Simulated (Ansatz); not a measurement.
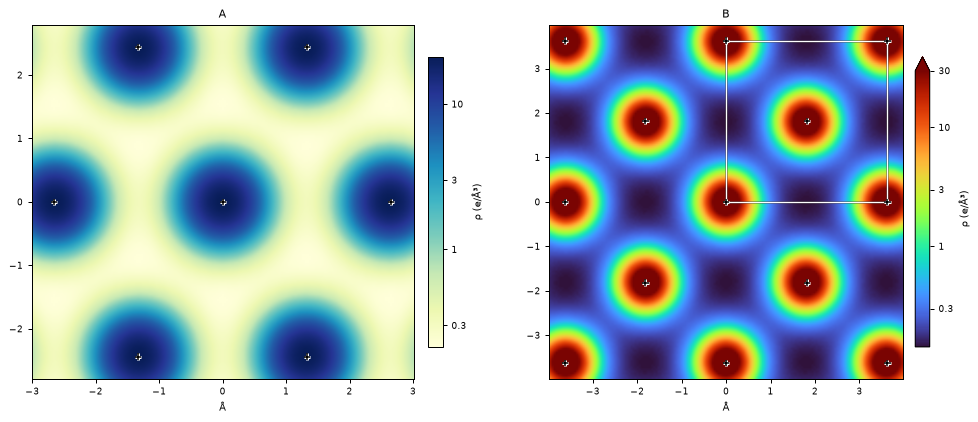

The valence electron density of 2 systems, each on a plane through atoms (crosses mark nuclei in the plane).

Level of theory: Ansatz 0.2.0, DFT PBE, scalar-relativistic, plane waves, PAW.

System 1: Cu, the (100) plane of the conventional cell. Space group Fm-3m; a structure from a database of computed crystals, not necessarily the ambient phase; computed without spin polarisation.

System 2: Ag, the (011̄) plane of the conventional cell. Space group I4/mmm; changed on purpose from its base cell (strain -0.080 along x and y, +0.000 along z, atoms carried along); computed pressure about 36 GPa in this cell; computed without spin polarisation.

**Which map belongs to which system?**

Panel A is system 2, Ag: the plane holds Ag. Ag–Ag (2.66 Å): ρ at the midpoint is about 0.33 e/Å³. Panel B is system 1, Cu: the plane holds Cu. Cu–Cu (2.57 Å): ρ is about 0.26 e/Å³ halfway.
